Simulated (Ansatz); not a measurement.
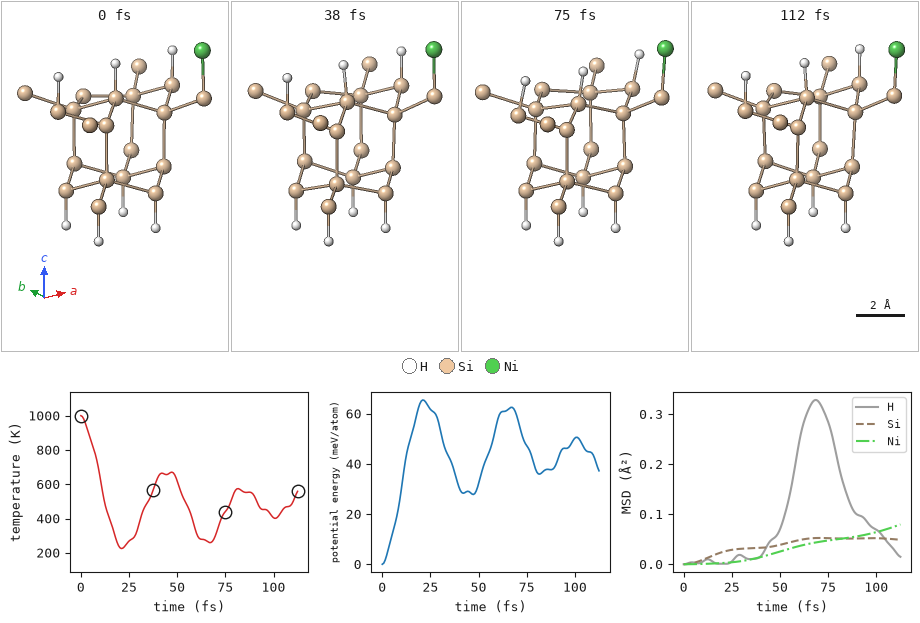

A Born-Oppenheimer molecular dynamics run of Ni on Si(111), partly H-covered, underside capped with H (23 atoms in the cell), 112 fs long. Frames and the history of the run. The picture is a ball-and-stick view of the simulation cell, with the vacuum cut short, seen slightly off an axis. Bonds to atoms that aren't drawn are left out.

Theory: DFT LDA, scalar-relativistic, plane waves, PAW in Ansatz 0.2.0. Settings: plane-wave cutoff 420 eV; k-point mesh 2 × 2 × 1; Fermi-Dirac smearing 0.05 eV; spin collinear; 8 atoms held fixed; constant energy (NVE); velocities drawn for 1000 K; time step 0.75 fs.

### Describe the run.

Over the second half the temperature averages 437 K (spread ±95 K). The first frame carries almost no forces, so kinetic energy first flows into potential energy: the temperature drops from 1000 to 225 K within 21 fs, and without a thermostat its mean stays below the start. The potential energy in the second half lies on average 47.5 meV per atom above the first frame. In the second half of the run the atoms are, in the root-mean-square, this far from where they began (common drift taken out): H 0.41 Å, Ni 0.23 Å, Si 0.23 Å. The run lasts only 112 fs, too short to tell vibration from diffusion.

Limits of the set-up: the periodic images lie only 7.7 Å apart, so the values are limited by the cell's size.

The run took 23 min on 2 threads of AMD EPYC 9R45 96-Core Processor (Zen 5), with other jobs on the host, peak memory 1.4 GiB.

PAW datasets: the set soft_1.
